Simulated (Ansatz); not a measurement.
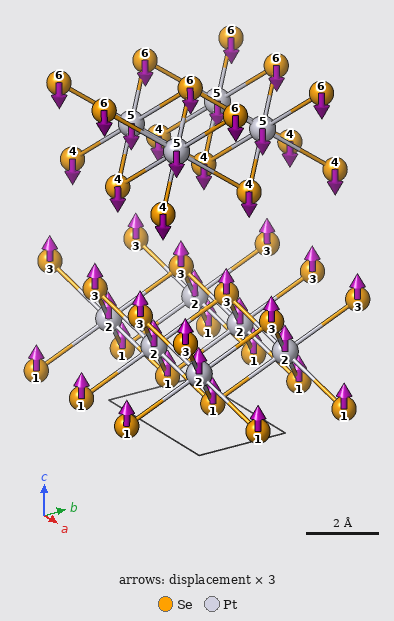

A constrained relaxation of a slab of composition PtSe₂. The starting structure is drawn; purple arrows show the displacements, magnified 3 times.

Style: ball-and-stick. Shown: the 2 × 1 repeat of the cell, outlined in the plane, without the vacuum, slightly off an axis.

Case: bilayer, upper layer turned by 180 degrees and shifted by (0.5, 0).

The calculation used Ansatz 0.2.0, DFT PBE+D3(BJ), scalar-relativistic, plane waves, PAW.

The input:
```yaml
crystal:
  lattice:
    - [3.7068661496, 0.0, 0.0]
    - [-1.8534330748, 3.210240254, 0.0]
    - [0.0, 0.0, 43.197713335]
  atoms:
    - { symbol: Se, position: [0.6666666667, 0.3333333333, 0.4004709277] }
    - { symbol: Pt, position: [0.0, 0.0, 0.4311372307] }
    - { symbol: Se, position: [0.3333333333, 0.6666666667, 0.4618035337] }
    - { symbol: Se, position: [0.8333333333, 0.6666666667, 0.5381964663] }
    - { symbol: Pt, position: [0.5, 0.0, 0.5688627693] }
    - { symbol: Se, position: [0.1666666667, 0.3333333333, 0.5995290723] }
  periodic: [true, true, false]
basis:
  ecutwfc: 420
kpoints:
  mp_grid: { grid: [12, 12, 1] }
  band_path:
    path:
      - [0, 0, 0]
      - [0.5, 0, 0]
      - [0.3333333333333, 0.3333333333333, 0]
      - [0, 0, 0]
    npoints: 8
hamiltonian:
  xc: pbe
  dispersion: d3bj
scf:
  occupations: { method: gaussian, width: 0.02 }
output:
  forces: true
  stress: true
  eigenvalues: true
  write_density: true
  write_potential: true
  elf: true
  volumetric_format: npy
relax:
  adjacent_minimum: "off"
  f_tol: 0.01
  max_steps: 50
  constraints: [{ sites: [0, 3], fix: xy }]
```

Launched with:
```bash
ansatz run input.yaml --threads 2 --pin off --max-ram 5120MiB --backend cpu --events-out ev --progress --plain --runs-dir out
```

### Describe the change and its energy.

The largest moves relative to the layer's centre, 0.26 Å, are those of Pt2 and Pt5. Pt2 goes along the normal (+c). Largest moves by element: Pt 0.26 Å, Se 0.25 Å. The cell doesn't change. Among the contacts that change: Se3–Se4 3.785 → 3.357 Å, Pt2–Se3 2.517 → 2.512 Å, Pt5–Se6 2.517 → 2.521 Å. After 2 accepted moves (3 points after the start) the energy has fallen by 46.0 meV per cell of the calculation. The largest force component goes from 0.086 to 0.0098 eV/Å. The line search rejected the trial step at point 2 of the run. The run took 14 min on 2 threads of Arm Neoverse N1, on a shared host, peak memory 1.3 GiB.
